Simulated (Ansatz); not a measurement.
# Screening in AlN (F-43m)

Wanted: ε∞ of AlN (F-43m) from perturbation theory, a sum over states and the RPA step of G0W0, with cost.

Method: linear response on PBE, plane waves, PAW, in Ansatz 0.2.0.

## 1. The starting structure

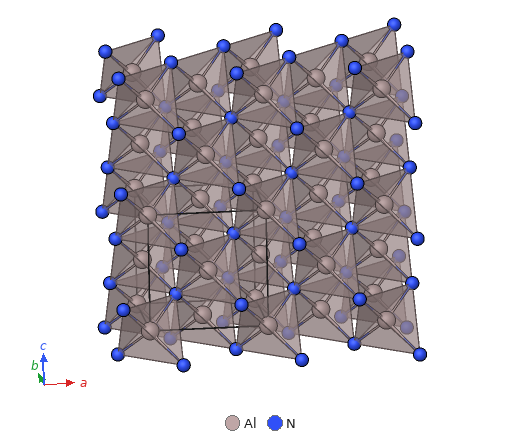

The starting structure, seen slightly off an axis (aluminium light grey, nitrogen blue). 2×1×2 cells are drawn. This picture shows the conventional cell, with its axes. Some periodic images of atoms are drawn too.

As a file:

```cif
data_structure
_symmetry_space_group_name_H-M 'F-43m'
_symmetry_Int_Tables_number 216
_cell_length_a 4.3680
_cell_length_b 4.3680
_cell_length_c 4.3680
_cell_angle_alpha 90.000
_cell_angle_beta 90.000
_cell_angle_gamma 90.000
_cell_volume 83.34
loop_
_atom_site_label
_atom_site_type_symbol
_atom_site_symmetry_multiplicity
_atom_site_Wyckoff_symbol
_atom_site_fract_x
_atom_site_fract_y
_atom_site_fract_z
_atom_site_occupancy
Al1 Al 4 a 0.00000 0.00000 0.00000 1
N1 N 4 c 0.25000 0.25000 0.25000 1
```

The cell and positions are those that the Materials Project relaxed with its own functionals (PBE, PBE+U or r2SCAN), kept fixed. This is not the form that AlN usually takes at ambient conditions.

## 2. Response to a homogeneous field

The response to a uniform field gives ε∞, a yardstick for the screening that GW builds on its mesh.

This step: dielectric response by perturbation theory, PBE, plane waves, PAW; PAW set soft_1.

input.yaml

```yaml
crystal:
  lattice:
    - [0.0, 2.1839935596, 2.1839935596]
    - [2.1839935596, 0.0, 2.1839935596]
    - [2.1839935596, 2.1839935596, 0.0]
  atoms:
    - { symbol: Al, position: [0.0, 0.0, 0.0] }
    - { symbol: "N", position: [0.75, 0.75, 0.75] }
kpoints:
  mp_grid: { grid: [8, 8, 8] }
hamiltonian:
  xc: pbe
  pseudopotentials: { kind: paw, azcp: { folder: soft_1 } }
scf:
  occupations: { method: fixed }
dielectric: {}
```

On the command line:

```console
> ansatz run input.yaml --threads 3 --pin off --max-ram 92160MiB --backend cuda --events-out ev --progress --plain --runs-dir out --devices 1 --max-vram 13GiB
```

Numbers of over 12 decimals in the logs are rounded to 6 here.

What it wrote:

```text
GPUs: using 1 of 1 available (devices: 1).
Engine: ansatz 0.2.0, x86_64-unknown-linux-gnu
Pseudopotentials: kind: paw
Pseudopotential: Al, paw, valence charge 3, recommended cutoff 420 eV (normal), soft_1/Al.paw.azcp
Pseudopotential: N, paw, valence charge 5, recommended cutoff 420 eV (normal), soft_1/N.paw.azcp
Functional definition: PBE
  parameter kappa = 0.804
  parameter beta = 0.066725
  exchange = pbe_x(kappa = kappa, mu = beta*pi^2/3)
  correlation = pbe_c(beta = beta)
device memory: the entry about to start is reckoned to put 1.0 GiB on a device that reports 55.6 GiB free (of which the cap on the GPU budget leaves the run 13.0 GiB)
GPU FFT provider: cuFFT
GPU libraries: cuBLAS 13.8.2, cuFFT 12.4.0, cuSOLVER 12.3.4
Crystal: 2 atoms, lattice volume = 20.835 Å³
Basis set: ecut = 420 eV, 411 PW (Γ), exchange–correlation on 48×48×48 points (8 copies of the dense FFT grid, shifted against one another)
Bands: 8, of which v1, the nominal top of the filled ones, is band 4 counted from 1 (3 counted from 0)
Symmetry: 24 space group operations
k-points: 95 of 512 (irreducible under 4 space group operations, time reversal used)
Non-local potential: Al, projectors of the file, l = 0: 2, l = 1: 2, l = 2: 1
Non-local potential: N, projectors of the file, l = 0: 2, l = 1: 2, l = 2: 1
PAW form: soft (Blöchl's): semilocal exchange-correlation on the pseudo side does not see the compensation charge
PAW one-centre angular grid: Al, 110 points (default); XC on 64 Gauss nodes
PAW one-centre angular grid: N, 110 points (default); XC on 64 Gauss nodes
Initial density: superposition of atomic densities (chi_scale 0.1, normalization cell, long waves kept (reshape's long-wave potential 0.00 eV rms))
Initial wavefunctions: pseudopotential atomic-orbital guess
GPU buffer pool allocated for 13824 grid points (all kernels)
GPU transforms: local potential and band sums: pruned to the plane-wave sphere, on 24×24×24
Functional: x = pbe(κ = 0.804, μ = 0.219515), c = pbe(β = 0.066725)
SCF iter   1: F=—  HF=-925.659103 eV  |F-HF|=—  |Δ(HF+E_count)|=         —  Δρ=1.39e-1  dr2=4.93e0  ethr=3.10e-3  ⟨swp⟩=4.1  Hψ=4967  notcnv=0  defer=13
preconditioner: auto → none  [insulator: Δε(μ)=5.460 eV  Ē_g=16.566 eV  n_scr=0 (ndim 8)  ℏωp=23.0 eV  f_vac=0.000  ε∞_Penn≈2.9]
SCF iter   2: F=—  HF=-924.427320 eV  |F-HF|=—  |Δ(HF+E_count)|=    1.23e0  Δρ=7.74e-2  dr2=7.47e-1  ethr=3.10e-3  ⟨swp⟩=2.8  Hψ=2373  notcnv=0  defer=137
SCF iter   3: F=—  HF=-924.216169 eV  |F-HF|=—  |Δ(HF+E_count)|=   2.11e-1  Δρ=2.34e-2  dr2=5.70e-2  ethr=3.10e-3  ⟨swp⟩=2.9  Hψ=2076  notcnv=0  defer=180
SCF iter   4: F=—  HF=-924.209381 eV  |F-HF|=—  |Δ(HF+E_count)|=   6.79e-3  Δρ=1.43e-3  dr2=2.07e-4  ethr=7.12e-4  ⟨swp⟩=2.0  Hψ=952  notcnv=0  defer=188
SCF iter   5: F=—  HF=-924.209318 eV  |F-HF|=—  |Δ(HF+E_count)|=   6.32e-5  Δρ=4.30e-4  dr2=1.02e-5  ethr=2.59e-6  ⟨swp⟩=2.8  Hψ=1240  notcnv=0  defer=188
SCF iter   6: F=—  HF=-924.209309 eV  |F-HF|=—  |Δ(HF+E_count)|=   8.59e-6  Δρ=3.43e-5  dr2=1.45e-7  ethr=1.28e-7  ⟨swp⟩=2.0  Hψ=1091  notcnv=0
SCF iter   7: F=—  HF=-924.209316 eV  |F-HF|=—  |Δ(HF+E_count)|=   7.13e-6  Δρ=4.56e-6  dr2=2.50e-9  ethr=1.82e-9  ⟨swp⟩=2.2  Hψ=1153  notcnv=0
SCF iter   8: F=-924.209316 eV  HF=-924.209316 eV  |F-HF|=8.41e-12  |Δ(HF+E_count)|=   4.27e-9  Δρ=2.08e-7  dr2=4.45e-12  ethr=1.25e-12  ⟨swp⟩=4.0  Hψ=3665  notcnv=0
SCF 1 converged in 8 iterations: F = -924.209316 eV  dr2 = 4.45e-12
  greatest PAW one-centre occupation: 0.790 electrons in one spin orbital (limit 2), on the N atom at site 1 (counted from 0), in its partial waves of l = 0
the response reads at least the filled bands of the reference SCF and the lowest empty band at each k-point, and that SCF's band table does not vouch for those bands. The notice of the band table in this run's record says why
device memory: the entry about to start is reckoned to put 0.1 GiB on a device that reports 58.1 GiB free (of which the cap on the GPU budget leaves the run 13.0 GiB)
device memory: the entry about to start is reckoned to put 0.6 GiB on a device that reports 58.1 GiB free (of which the cap on the GPU budget leaves the run 13.0 GiB)
DFPT response loops at Γ: preconditioner auto → none (the input reference at scf.mixing.eps_inf says where Resta's filter doesn't serve); β = 0.50; Broyden in place of MSR1
── the response to a field inside a basis, on 8×8×8 k-points: an SCF that follows is theirs, and a resumed run solves both again ──
device memory: the entry about to start is reckoned to put 0.1 GiB on a device that reports 59.9 GiB free (of which the cap on the GPU budget leaves the run 13.0 GiB)
GPU FFT provider: cuFFT
GPU libraries: cuBLAS 13.8.2, cuFFT 12.4.0, cuSOLVER 12.3.4
Bands: 5, of which v1, the nominal top of the filled ones, is band 4 counted from 1 (3 counted from 0)
k-points: 60 of 512 (irreducible under 6 space group operations, time reversal used)
Initial density: handed on by an earlier stage of this run
Initial wavefunctions: pseudopotential atomic-orbital guess (no wavefunctions were taken with the density)
GPU buffer pool allocated for 13824 grid points (all kernels)
GPU transforms: band sums: pruned to the plane-wave sphere, on 24×24×24
Eigensolver: Dense (60 Hₖ)
SCF iter   1: F=—  HF=-924.210561 eV  |F-HF|=—  |Δ(HF+E_count)|=         —  Δρ=2.90e-4  dr2=2.24e-6  ethr=1.00e-1
preconditioner: auto → none  [insulator: Δε(μ)=3.582 eV  Ē_g=11.399 eV  n_scr=0 (ndim 8)  ℏωp=23.0 eV  f_vac=0.000  ε∞_Penn≈5.1]
SCF iter   2: F=—  HF=-924.210565 eV  |F-HF|=—  |Δ(HF+E_count)|=   4.10e-6  Δρ=1.43e-4  dr2=6.51e-7  ethr=2.80e-8
SCF iter   3: F=—  HF=-924.210567 eV  |F-HF|=—  |Δ(HF+E_count)|=   1.62e-6  Δρ=4.62e-5  dr2=3.24e-7  ethr=8.14e-9
SCF iter   4: F=-924.210567 eV  HF=-924.210567 eV  |F-HF|=1.91e-9  |Δ(HF+E_count)|=   5.57e-8  Δρ=5.06e-6  dr2=1.36e-9  ethr=4.06e-9
SCF 1 converged in 4 iterations: F = -924.210567 eV  dr2 = 1.36e-9
device memory: the entry about to start is reckoned to put 0.1 GiB on a device that reports 59.9 GiB free (of which the cap on the GPU budget leaves the run 13.0 GiB)
device memory: the entry about to start is reckoned to put 0.2 GiB on a device that reports 59.8 GiB free (of which the cap on the GPU budget leaves the run 13.0 GiB)
DFPT response loops at Γ: mixed as the last ones told, above
SCF converged after 8 iterations
Free energy (F): -924.209316 eV
Harris-Foulkes:  -924.209316 eV  (|F-HF|=8.41e-12)
Internal energy: -924.209316 eV  (E = F + TS)
E sigma→0 (E₀):  -924.209316 eV
Fermi energy:    6.963314 eV
--- Per-component energies (eV) ---
  E_band       = 15.340537
  E_kinetic    = 156.728153
  E_local      = -209.123953  (includes V_loc(G=0)·N_el)
  E_nonlocal   = 44.661075
  E_hartree    = 77.107744
  E_xc         = -99.068662
  E_vxc        = -107.005315  (∫ρ·V_xc dr)
  E_paw        = -597.910955  (= ΣΔE_a)
  E_vpaw       = -24.135733  (= ΣTr[D̂ρ^β])
  E_aug_tail   = 0.000836  (compensation charges beyond the density's cutoff)
  E_ewald      = -296.603555
  E_smearing   = -0.000000  (= −TS)
  E_closure    = 0.000000  (closes the sum)
  Σ components = -924.209316   (vs F -924.209316, Δ=0.00e0)
--- Band table (eV; the first three rows and the last of 95) ---
  k-point 0: bands = ["-7.9998", "6.9633", "6.9633", "6.9633", "11.1501", "19.5427", "19.5427", "19.5427"]
  k-point 1: bands = ["-7.7732", "5.7850", "6.8855", "6.8855", "12.0949", "18.9684", "19.7122", "19.7122"]
  k-point 2: bands = ["-7.1518", "3.7093", "6.7098", "6.7098", "13.4182", "17.9465", "19.2919", "19.2919"]
  k-point 94: bands = ["-5.2699", "3.1927", "3.5365", "4.2810", "13.0060", "18.3785", "18.9438", "19.1459"]
--- Dielectric response (ions clamped): 3 representative field directions + reference, inside a basis on a mesh of 512 k-points (Σ response iterations 15) ---
  ε∞ (high-frequency dielectric tensor):
        4.578783     0.000000    -0.000000
        0.000000     4.578783     0.000000
       -0.000000     0.000000     4.578783
  Born effective charges Z* (e; rows j = field, columns β = displacement):
    site 0:
         2.54489    0.00000   -0.00000
         0.00000    2.54489    0.00000
         0.00000    0.00000    2.54489
    site 1:
        -2.54489   -0.00000    0.00000
        -0.00000   -2.54489   -0.00000
        -0.00000   -0.00000   -2.54489
  Z* charge neutrality: 5.667e-4 e pre-enforcement
  solved inside a basis spanned on kpoints, on 8×8×8 k-points, its susceptibility summed on 12×12×12: ε∞ is read to err by 1.1e-2, Z* by 8.6e-3 e (field_mesh: kpoints solves on kpoints); Z* is corrected for what the basis lacks
```

The job ended after 13 s (1 × NVIDIA H100 80GB HBM3 (shared by 6 runs) with 3 threads of AMD EPYC 7R13 (Zen 3), shared host; peak memory 0.99 GiB).

This step gave:

```
stated error of ε∞ : 0.011
```

One over ε∞ averages 0.22, near the quarter of exact exchange in PBE0.

High-frequency dielectric tensor:

```
4.58 0.00 0.00
0.00 4.58 0.00
0.00 0.00 4.58
```

Born effective charge (e), principal values of the symmetric part by kind of site:

```
atom  atoms with these values    low  middle   high   mean
 Al1                        1   2.54    2.54   2.54   2.54
  N2                        1  -2.54   -2.54  -2.54  -2.54
```

In full for N2:

```
-2.54  0.00  0.00
 0.00 -2.54  0.00
 0.00  0.00 -2.54
```

## 3. Independent-particle spectrum

The independent-particle spectrum shows where the oscillator strength lies, before excitons and local fields.

This step: independent-particle optics on PBE, plane waves, PAW; PAW set soft_1.

input.yaml, the sections that differ from step 2:

```yaml
kpoints:
  mp_grid: { grid: [10, 10, 10] }
scf:
  occupations: { method: fixed }
  n_extra_bands: 14
output:
  optics: { e_range: [0, 25], de: 0.1, sigma: 0.2 }
# crystal, hamiltonian: as in step 2
# dielectric: removed
```

What it wrote:

```text
[...]
GPUs: using 1 of 1 available (devices: 1).
[...]
GPU FFT provider: cuFFT
GPU libraries: cuBLAS 13.8.2, cuFFT 12.4.0, cuSOLVER 12.3.4
Crystal: 2 atoms, lattice volume = 20.835 Å³
Basis set: ecut = 420 eV, 411 PW (Γ)
Bands: 18, of which v1, the nominal top of the filled ones, is band 4 counted from 1 (3 counted from 0)
Symmetry: 24 space group operations
[...]
k-points: 47 of 1000 (time reversal used)
[...]
GPU buffer pool allocated for 13824 grid points (all kernels)
[...]
SCF iter   1: F=—  HF=-925.659226 eV  |F-HF|=—  |Δ(HF+E_count)|=         —  Δρ=1.39e-1  dr2=4.93e0  ethr=3.10e-3  ⟨swp⟩=4.0  Hψ=3790  notcnv=0  defer=426
[...]
SCF iter   8: F=-924.209504 eV  HF=-924.209504 eV  |F-HF|=6.25e-12  |Δ(HF+E_count)|=   3.28e-9  Δρ=1.89e-7  dr2=4.02e-12  ethr=1.00e-12  ⟨swp⟩=7.0  Hψ=5194  notcnv=0
SCF 1 converged in 8 iterations: F = -924.209504 eV  dr2 = 4.02e-12
[...]
Optics k sum: 0 of 47 k-points
Optics k sum: 3 of 47 k-points
[...]
Optics k sum: 47 of 47 k-points
[...]
SCF converged after 8 iterations
Free energy (F): -924.209504 eV
[...]
Internal energy: -924.209504 eV  (E = F + TS)
E sigma→0 (E₀):  -924.209504 eV
Fermi energy:    6.963167 eV
[...]
--- Band table (eV; the first three rows and the last of 47) ---
  k-point 0: bands = [-7.9999, 6.9632, 6.9632, 6.9632, 11.1500, 19.5428, 19.5428, 19.5428, ... 10 higher]
  k-point 1: bands = [-7.8539, 6.1528, 6.9120, 6.9120, 11.8127, 19.1536, 19.6749, 19.6749, ... 10 higher]
  k-point 2: bands = [-7.4385, 4.5514, 6.7843, 6.7843, 12.9411, 18.3493, 19.5948, 19.5948, ... 10 higher]
  k-point 46: bands = [-5.2754, 2.8984, 3.8775, 4.3526, 12.6828, 17.8235, 19.3439, 19.6022, ... 10 higher]
```

Elapsed: 6.5 s, on 1 × NVIDIA H100 80GB HBM3 (shared by 6 runs) with 3 threads; peak memory 0.91 GiB; 7.8 s of CPU time.

Numbers from this step:

```yaml
eps_infinity_without_local_fields_xx_yy_zz: 4.728, 4.728, 4.728
electrons_in_the_f_sum_xx_yy_zz: 6.419, 6.419, 6.419
bands_in_the_explicit_sum_the_static_value_is_completed_to_all_bands: 18
```

The sum gives ε∞ = 4.73 without local fields.

Independent particles, no local fields, Gaussian width 0.2 eV. Table of ε₂, xx=yy=zz by photon energy; read off at these points:

```
photon energy (eV)  ε₂, xx=yy=zz
               3.0             0
               4.0        0.0238
               5.0          1.13
               6.0          4.13
               7.0          7.47
               8.0          8.41
               9.0          2.80
               9.8          4.97
              10.0          4.71
              11.0          5.79
              11.3          6.66
              12.0          5.71
              12.7          6.17
              13.0          5.15
              14.0          2.96
              15.0          1.86
              16.0          1.12
              17.0         0.819
              18.0         0.565
              19.0         0.375
              20.0         0.344
              21.0         0.308
              22.0         0.244
              23.0         0.208
              24.0         0.208
              25.0         0.397
```

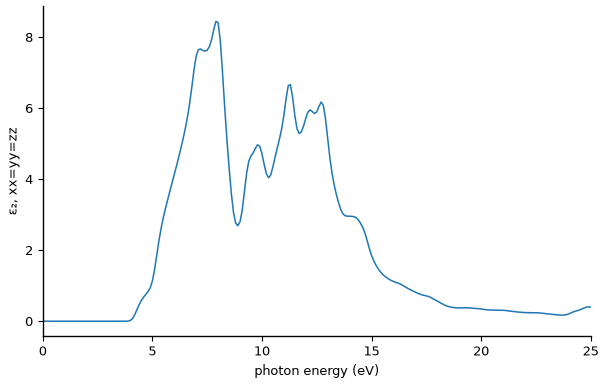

ε₂, xx=yy=zz, plotted against photon energy.

Independent particles, no local fields, Gaussian width 0.2 eV. Loss function, xx=yy=zz against photon energy; read off at these points:

```
photon energy (eV)  loss function, xx=yy=zz
               2.0                        0
               4.0                   6.1e-4
               6.0                   0.0530
               8.0                    0.116
              10.0                    0.188
              12.0                    0.173
              14.0                    0.246
              16.0                    0.348
              18.0                    0.603
              20.0                     2.13
              21.7                     3.76
              22.0                     3.58
              24.0                    0.903
```

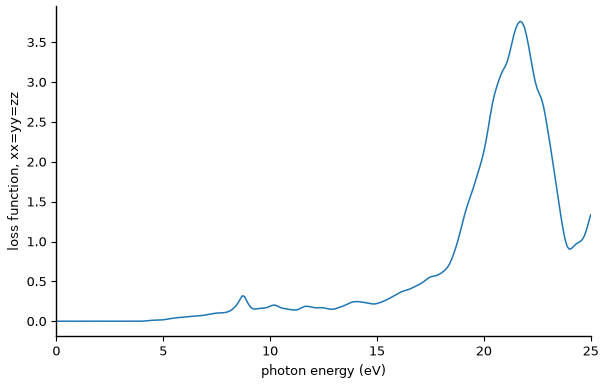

Loss function, xx=yy=zz against photon energy.

[end of part 1 of 2]

[Paths, hosts, dates, memory and timing lines, banners, echoed tables and standing remarks are left out of the program output.]

[Logs are printed without paths, hosts, clocks, repeated set-up lines and the standing remarks that a program may print on its own settings, such as how far it seeks lower states.]

[Runs of the session that timed out or met a known fault of the program may be left out.]

[Cells called generated may have been cut or substituted from an entry of the Crystallography Open Database or the Materials Project.]

[Hosts, paths, dates, database ids (printed as entryN), source tags and the programs' standing remarks are cut or masked in the printed files.]
